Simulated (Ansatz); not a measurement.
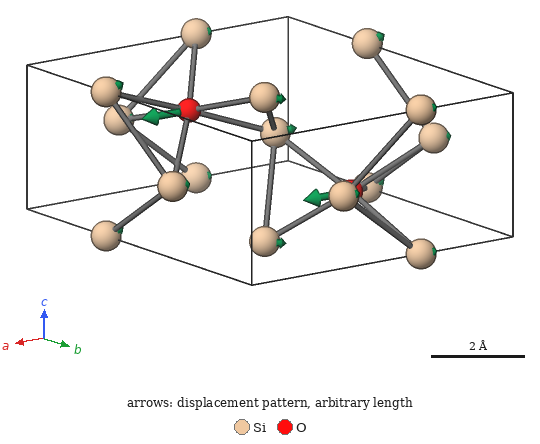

The lowest optical mode of solid Si3O (a generated structure), space group P6₃22 (No. 182), at the zone centre. The green arrows are the displacements of the atoms (eigenvector over the root of the mass), of arbitrary overall length and sign. The picture is a ball-and-stick view of the cell of the calculation, seen from a free direction.

Level of theory: Ansatz 0.2.0, DFT PBE, scalar-relativistic, plane waves, PAW.

Input
```yaml
crystal:
  lattice:
    - [6.1312809552, 0.0, 0.0]
    - [-3.0656404776, 5.309845065, 0.0]
    - [0.0, 0.0, 3.4834198385]
  atoms:
    - { symbol: Si, position: [0.3519637054, 0.0, 0.0] }
    - { symbol: Si, position: [0.3519637054, 0.3519637054, 0.5] }
    - { symbol: Si, position: [0.0, 0.3519637054, 0.0] }
    - { symbol: Si, position: [0.6480362946, 0.0, 0.5] }
    - { symbol: Si, position: [0.6480362946, 0.6480362946, 0.0] }
    - { symbol: Si, position: [0.0, 0.6480362946, 0.5] }
    - { symbol: O, position: [0.3333333333, 0.6666666667, 0.25] }
    - { symbol: O, position: [0.6666666667, 0.3333333333, 0.75] }
basis:
  ecutwfc: 420
kpoints:
  mp_grid: { grid: [6, 6, 12] }
hamiltonian:
  xc: pbe
scf:
  occupations: { method: fermi_dirac, width: 0.15 }
output:
  eigenvalues: true
phonons:
  method: dfpt
  eigenvectors: true
  qmesh: [2, 2, 4]
  temperatures: { t_max: 1000, t_step: 100 }
  qpath:
    path:
      - [[0.0, 0.0, 0.0], [0.5, 0.0, 0.0], [0.33333333, 0.33333333, 0.0], [0.0, 0.0, 0.0], [0.0, 0.0, 0.5], [0.5, 0.0, 0.5], [0.33333333, 0.33333333, 0.5], [0.0, 0.0, 0.5]]
      - [[0.5, 0.0, 0.5], [0.5, 0.0, 0.0]]
      - [[0.33333333, 0.33333333, 0.5], [0.33333333, 0.33333333, 0.0]]
    npoints: 8
```

Command:
```bash
ansatz run input.yaml --threads 4 --pin off --max-ram 12288MiB --backend cpu --events-out ev --progress --plain --runs-dir out
```

The frequencies depend somewhat on the k-mesh and the smearing.

> Is this crystal at a minimum with respect to the drawn distortion?

No. This is the E₁ mode (doubly degenerate; one member of the set is drawn) at 48.0i meV, the lowest optical level, infrared- and Raman-active by symmetry. It stretches the shortest O–Si bonds (2.17 Å); the kinetic energy is shared as O 82 %, Si 18 %. The crystal is a metal, so free carriers screen the infrared response. The frequency is imaginary, so the structure is unstable against this distortion. Freezing in the drawn pattern lowers the space group from P6₃22 to C2 (No. 5). In all, 5 levels are unstable: E₁ 387i cm⁻¹, A₂ 295i cm⁻¹, E₂ 184i cm⁻¹, B₁ 101i cm⁻¹, E₂ 76i cm⁻¹.
